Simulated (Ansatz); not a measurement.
# Energy of Au along a strain of the cell

System: Au (Fm-3m, 1 atom in the cell).
Method: Kohn-Sham DFT of a periodic cell, PBEsol, all-electron LAPW, scalar-relativistic, no spin polarisation (Ansatz 0.2.0).

The 5 runs differ only in the geometry, by a strain of the cell at fixed fractional positions. Against run 3, the strain is εxy = η. The structure derives from an entry of the Crystallography Open Database.

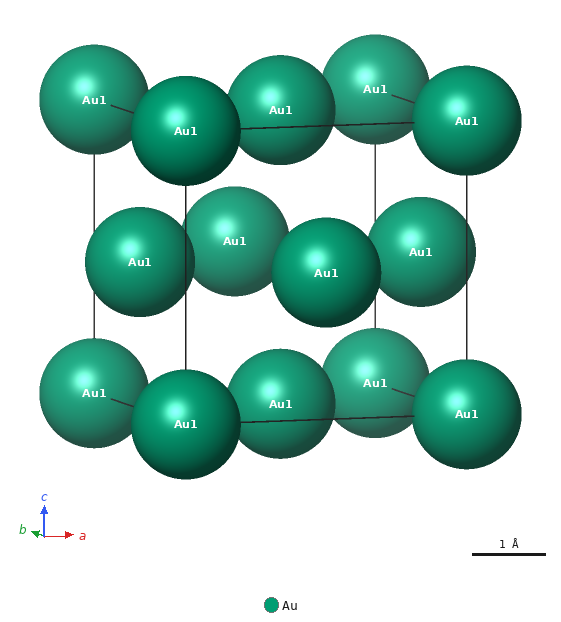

Figure 1. The structure of run 3 (spheres-only view of the cell 4 times as large as that of the calculation, set on its symmetry axes, seen slightly off an axis; atoms are numbered from 1 in the order of the input).

## Input of run 3
```yaml
crystal:
  lattice:
    - [0.0, 2.035, 2.035]
    - [2.035, 0.0, 2.035]
    - [2.035, 2.035, 0.0]
  atoms:
    - { symbol: Au, position: [0.0, 0.0, 0.0] }
kpoints:
  mp_grid: { grid: [11, 11, 11] }
scf:
  occupations: { method: fermi_dirac, width: 0.05 }
hamiltonian:
  xc: pbesol
  pseudopotentials: { kind: all_electron, lapw: { basis_error: 0.001 } }
output:
  forces: true
  stress: true
  eigenvalues: true
```

Command:
```bash
ansatz run input.yaml --threads 1 --pin off --max-ram 3072MiB --backend cpu --events-out ev --progress --plain --runs-dir out
```

Run 4 differs from it as follows:
```diff
-    - [0.0, 2.035, 2.035]
-    - [2.035, 0.0, 2.035]
-    - [2.035, 2.035, 0.0]
+    - [0.02035, 2.035, 2.035]
+    - [2.035, 0.02035, 2.035]
+    - [2.05535, 2.05535, 0.0]
```

## Results, with one run withheld

| run | strain parameter η (%) | free energy per atom, from the lowest run given (meV) | pressure (GPa) |
| --- | --- | --- | --- |
| 1 | −2.0000 | 5.23 | 1.93 |
| 2 | −1.0000 | 1.34 | 1.71 |
| 3 | 0.0000 | 0.00 | 1.66 |
| 4 | 1.0000 | ? | ? |
| 5 | 2.0000 | 5.23 | 1.93 |

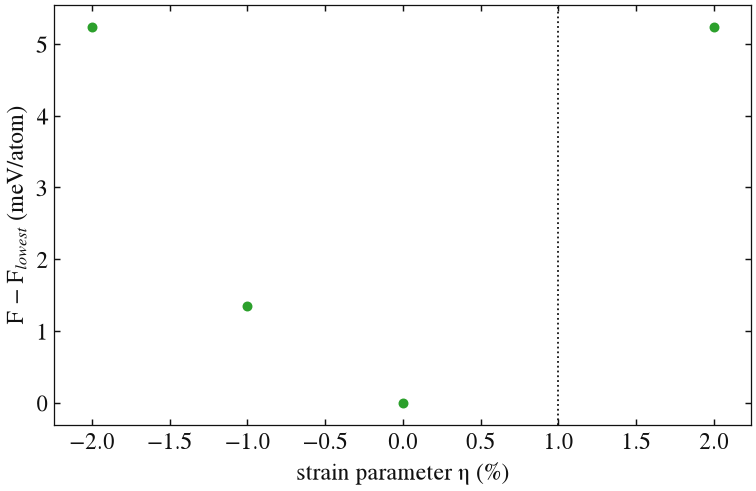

Figure 2. Free energy per atom of the runs given; the dotted line marks run 4.

What should run 4 give?

A quadratic polynomial in the coordinate, fitted to the 4 runs given, misses them by at most 0.02 meV per atom. With x = η + 0.2500, it reads F = 0.096307 − 0.65464 x + 1.3045 x² (meV per atom). At run 4 it gives 1.32 meV per atom, and the run itself gives 1.34. The fit has its minimum at η = 0.0009 %.

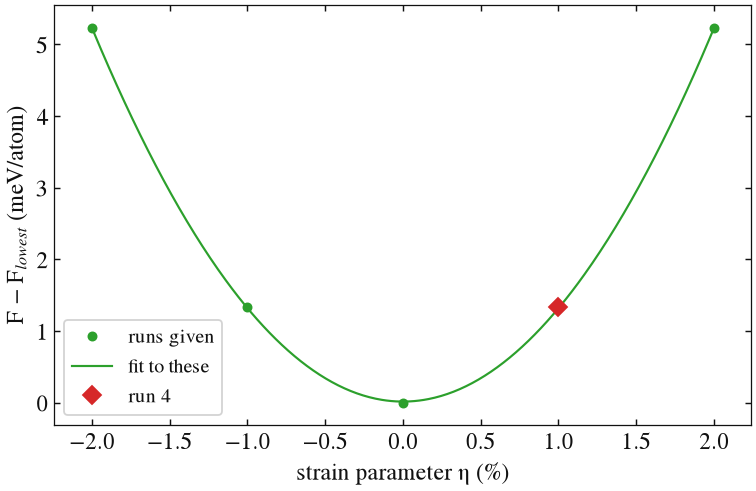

Figure 3. The fit and the withheld run.

## Output, shortened to warnings, some set-up lines, iterations and results (run 4)
```
Basis set: ecut = 255.1772225683882 eV, 169 PW (Γ), FFT grids on a1−a2, a2, −a2+a3, exchange–correlation at level 2
Symmetry: 8 space group operations
k-points: 216 of 1331
Initial density: superposition of atomic densities (chi_scale 0.1, normalization cell)
[...]
SCF iter   1: F=—  HF=-517082.986542 eV  |F-HF|=—  |Δ(HF+E_count)|=         —  Δρ=2.67e-2  dr2=6.95e-2  ethr=1.61e-4  ⟨swp⟩=3.0  Hψ=35351  notcnv=0
SCF iter   2: F=—  HF=-517082.710685 eV  |F-HF|=—  |Δ(HF+E_count)|=   2.76e-1  Δρ=6.95e-3  dr2=6.88e-3  ethr=1.60e-5  ⟨swp⟩=2.0  Hψ=28902  notcnv=0
SCF iter   3: F=—  HF=-517082.687867 eV  |F-HF|=—  |Δ(HF+E_count)|=   2.28e-2  Δρ=7.40e-3  dr2=7.73e-3  ethr=1.60e-5  ⟨swp⟩=2.0  Hψ=16330  notcnv=0
SCF iter   4: F=—  HF=-517082.685876 eV  |F-HF|=—  |Δ(HF+E_count)|=   1.99e-3  Δρ=4.32e-3  dr2=3.13e-3  ethr=1.60e-5  ⟨swp⟩=2.0  Hψ=15272  notcnv=0
SCF iter   5: F=—  HF=-517082.685806 eV  |F-HF|=—  |Δ(HF+E_count)|=   6.99e-5  Δρ=1.87e-3  dr2=6.92e-4  ethr=7.27e-6  ⟨swp⟩=2.0  Hψ=16064  notcnv=0
SCF iter   6: F=—  HF=-517082.685910 eV  |F-HF|=—  |Δ(HF+E_count)|=   1.04e-4  Δρ=3.23e-4  dr2=1.50e-5  ethr=1.61e-6  ⟨swp⟩=2.0  Hψ=16315  notcnv=0
SCF iter   7: F=—  HF=-517082.685910 eV  |F-HF|=—  |Δ(HF+E_count)|=   3.35e-7  Δρ=7.69e-5  dr2=7.50e-7  ethr=3.48e-8  ⟨swp⟩=2.0  Hψ=16327  notcnv=0
SCF iter   8: F=-517082.685910 eV  HF=-517082.685910 eV  |F-HF|=8.73e-9  |Δ(HF+E_count)|=   3.89e-8  Δρ=1.44e-5  dr2=2.93e-8  ethr=1.74e-9  ⟨swp⟩=2.0  Hψ=16327  notcnv=0
SCF 1 converged in 8 iterations: F = -517082.685910 eV  dr2 = 2.93e-8
SCF converged after 8 iterations
Free energy (F): -517082.685910 eV
Harris-Foulkes:  -517082.685910 eV  (|F-HF|=8.73e-9)
Internal energy: -517082.684232 eV  (E = F + TS)
E sigma→0 (E₀):  -517082.685071 eV
Entropy (-TS):   -0.001677 eV (-1.677 meV/atom)
Fermi energy:    25.354252 eV
--- Per-component energies (eV) ---
  E_band       = -3835.034838
  E_kinetic    = 589302.391906
  E_xc         = -9771.649093
  E_electrostatic = -1096613.427045  (all electrons and nuclei)
  E_smearing   = -0.001677  (= −TS)
  E_closure    = 0.000000  (closes the sum)
  E_atoms      = -517078.755165  (free atoms, spherical and without spin; not in F)
  Σ components = -517082.685910   (vs F -517082.685910, Δ=0.00e0)
  Basis errors (estimates in eV, not in F): energy 2.2e-4 per atom: plane waves 2.0e-4 (1.0e-4 summed), levels above the bands 3.3e-155, relativity 3.1e-9, radial functions 1.7e-5, core shells 2.0e-8; eigenvalues (radial functions only) 3.4e-6; not estimated: angular momenta, meshes, grids; target …
--- Forces (eV/Å), atoms counted from 1 ---
  atom   1  Au     0.00000000    -0.00000000     0.00000000
  max |Σ_I F_I| component: 6.16e-33 eV/Å
--- Stress (GPa, compression-positive) ---
        1.757369      -1.231187       0.000000
       -1.231187       1.757369      -0.000000
        0.000000      -0.000000       1.622261
  P = ⅓ Tr σ = 1.7123 GPa (17.123 kbar)
```

Notes: Spin–orbit coupling is left out, which matters for Au.
